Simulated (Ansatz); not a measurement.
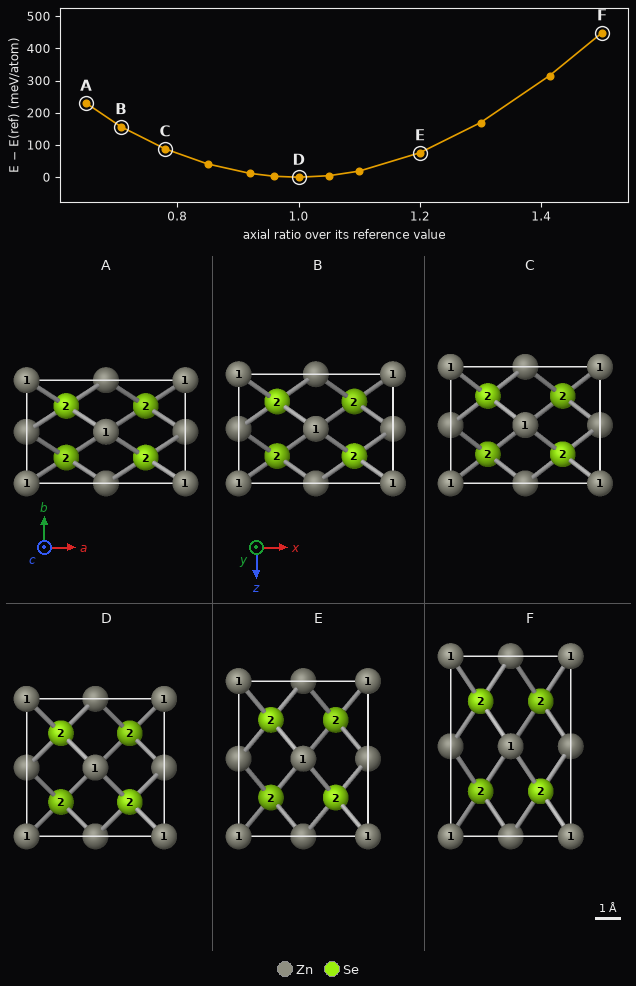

Energy scan for crystalline ZnSe (F-43m), in which the ratio of the cell's length along z to its lengths across, counted as 1 for the reference, is changed at fixed volume (a tetragonal or Bain path), with the atoms kept at their fractional coordinates. x, y and z are the Cartesian axes of the input. The lettered frames are marked on the plot. Style: ball-and-stick. Shown: the conventional cell (4 times the calculation's cell), along the c axis. Lengths and directions refer to the drawn axes.

These are results of DFT LDA, scalar-relativistic, plane waves, PAW (Ansatz), not measurements. Set-up: plane-wave cutoff 420 eV; k-point mesh 10 × 10 × 10; occupations gaussian; smearing width 0.05 eV; no spin polarisation. Energies (free energies at the smearing named) are counted from the cell as listed in its source, which wasn't relaxed.

Q: Read off the main features of the energy profile.

A: The lowest computed point lies at the relative ratio 1.00 (0 meV/atom). At the ends of the scan the energy is 230 meV/atom (0.65) and 449 meV/atom (1.50). The unrelaxed reference is under a pressure of −3.4 GPa. The distortion takes the space group from F-43m to I-4m2. At the relative ratio 1.50 the cell of the drawing goes a 5.668 → 4.951 Å, b 5.668 → 7.427 Å, c 5.668 → 4.951 Å. The band gap on the mesh, 1.03 eV in the reference, closes at 1.414, 1.50.
